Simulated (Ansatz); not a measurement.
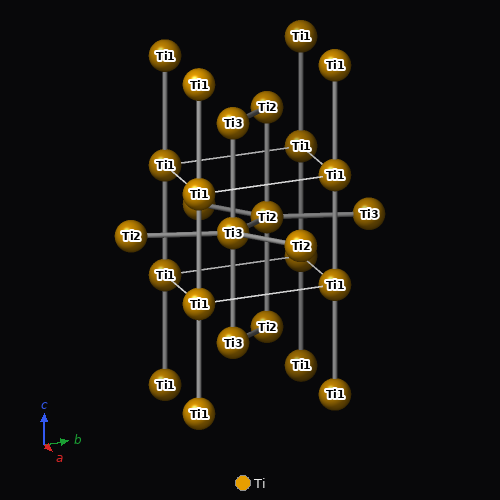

Four computed energy maps of cells of Ti. The picture above is the structure of the first map.

Map 1

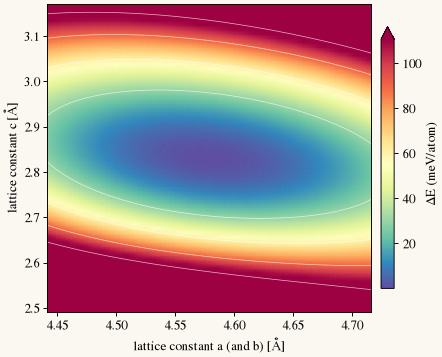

Ti (P6/mmm, No. 191; 3 atoms in the cell). The energy is mapped over the lattice constants a and c of the conventional cell. First axis: lattice constant a (and b). Second axis: lattice constant c. Nothing is relaxed (symmetry fixes all fractional coordinates). Grid: 7 × 7 points. Points are written as (first, second). Energies are in meV/atom, from the lowest grid point. Theory: DFT PBE, scalar-relativistic, plane waves, PAW in Ansatz. Settings: cutoff 520 eV, k-mesh 12×12×14 in the order of the run's cell vectors, gaussian smearing 0.15 eV, no spin polarisation.

Drawn: a smooth colour map with a few white contour lines, one colour for all values above the top of the scale. Between grid points the surface is interpolated.

Map 2

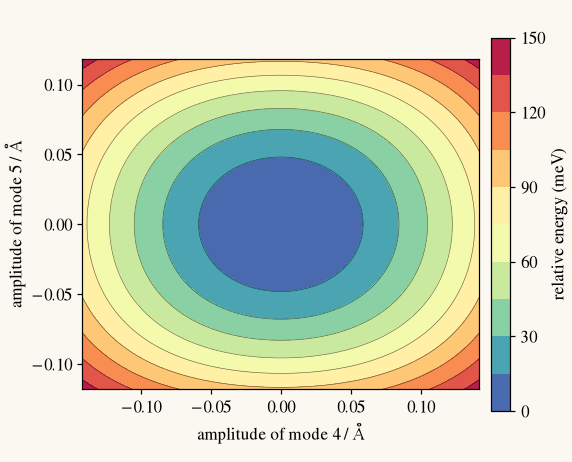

Ti (P6/mmm, No. 191; 6 atoms in the cell). The energy is mapped over two normal modes frozen in (zone-centre modes of the 6-atom cell of this scan, which folds in the wave vector (0, 1/2, 1/2) of the primitive cell). The first coordinate is: amplitude of mode 4 (113 cm⁻¹), largest displacement; the second: amplitude of mode 5 (135 cm⁻¹), largest displacement. Nothing is relaxed (the cell and all other modes fixed). The grid has 11 × 11 points; 36 points were computed and 85 follow by symmetry. Points are written as (first, second). Energies: meV per cell, counted from the lowest grid point. The calculation used DFT PBE, scalar-relativistic, plane waves, PAW (Ansatz 0.2.0). Settings: cutoff 520 eV, k-mesh 10×10×10, gaussian smearing 0.15 eV, no spin polarisation.

Drawn: filled contours. Between grid points the surface is interpolated.

Map 3

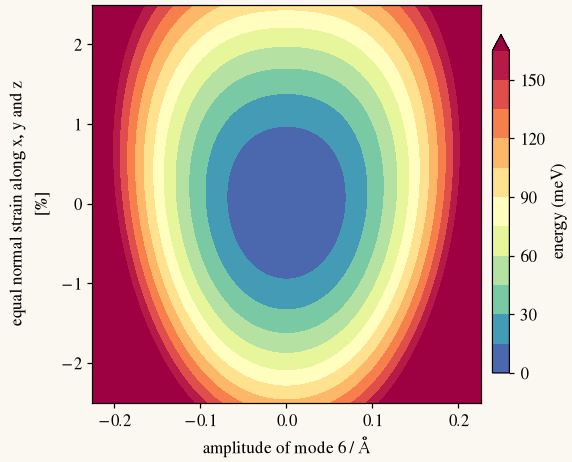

Ti (P6/mmm, No. 191; 3 atoms in the cell). The energy is mapped over a normal mode and a strain (zone-centre modes of the 3-atom cell of this scan) (x along [1 0 0], y along [1 2 0], z along [0 0 1] of the conventional cell). First axis: amplitude of mode 6 (149 cm⁻¹), largest displacement in the unstrained cell. Second axis: equal normal strain along x, y and z. Nothing is relaxed (the pattern is fixed in fractional coordinates). Grid: 7 × 7 points; 28 points were computed and 21 follow by symmetry. Points are written as (first, second). Energies are in meV per cell, from the lowest grid point. These are results of Ansatz 0.2.0, DFT PBE, scalar-relativistic, plane waves, PAW, not measurements. Settings: cutoff 520 eV, k-mesh 12×12×14 in the order of the run's cell vectors, gaussian smearing 0.15 eV, no spin polarisation.

The picture shows filled contours, one colour for all values above the top of the scale. Between grid points the surface is interpolated.

Map 4

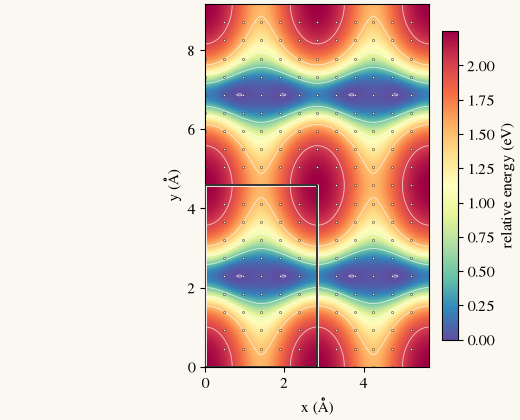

Si on a Ti(100) slab cut from the P6/mmm phase, its upper half relaxed before the scan (6 atoms of substrate and one adsorbate in a 1 × 1 cell). Si is moved over the surface cell; relaxed at each place: the height of the adsorbate's atoms; substrate rigid; the origin of the map has the adsorbate above Ti6. Places are given modulo a cell vector. The map is drawn in real space over the plane of the surface. Grid: 6 × 10 points; 24 points were computed and 36 follow by symmetry. All energies are given in eV relative to the lowest grid point. With one adsorbate in each 1 × 1 cell, its nearest image is 2.8 Å away, so neighbouring adsorbates interact. The calculation used DFT PBE, scalar-relativistic, plane waves, PAW in Ansatz 0.2.0. Settings: cutoff 420 eV, k-mesh 9×6×1, gaussian smearing 0.1 eV, no spin polarisation.

Drawn: a smooth colour map with a few white contour lines, dots at the grid points, the outline of one cell of the 2 × 2 shown. Between grid points the surface is interpolated.

Summarise the maps one by one.

Answer. Map 1: The lowest grid point is at (4.579 Å, 2.832 Å). It is the only kind of minimum in the scanned range. The highest grid point, (4.442 Å, 2.492 Å), lies 312 meV/atom above the lowest. Round the minimum the valley is somewhat tilted: raising lattice constant a (and b) shifts the best value of lattice constant c downwards (coupling k₁₂/√(k₁₁k₂₂) about 0.3).
Map 2: The lowest grid point is at (0.000 Å, 0.000 Å). It is the only kind of minimum in the scanned range. The highest grid point, (−0.142 Å, −0.118 Å), lies 143 meV above the lowest.
Map 3: The lowest grid point is at (0.000 Å, 0.00 %). It is the only kind of minimum in the scanned range. The highest grid point, (−0.226 Å, −2.50 %), lies 411 meV above the lowest.
Map 4: The lowest grid point is at (2/6, 5/10) of the cell vectors [nearest 1 Ti at 2.49 Å]; the map holds 2 wells of about this depth. It is the only kind of minimum in the scanned range. The highest grid point, the top site over a surface Ti atom, (0/6, 0/10) of the cell vectors, lies 2.25 eV above the lowest. On the interpolated surface the easiest way out of the lowest well to a well of about the same depth near (4/6, 5/10) of the cell vectors [nearest 1 Ti at 2.49 Å] passes a barrier of about 0.032 eV, counted from the interpolated bottom of the well. At the lowest point the adsorbate has 1 Ti at 2.49 Å as nearest neighbours, at the highest 1 Ti at 2.51 Å. Its relaxed height above the top atom is 1.17 Å at the lowest and 2.51 Å at the highest point.

Maps 1, 2, 3 start from a relaxed reference structure. Do they show a way to lower its energy?

Answer. No. In each of them the reference is the lowest point, within the accuracy of the grid, so it is stable against the distortions scanned (other distortions weren't tried).

PAW datasets: the set soft_1.
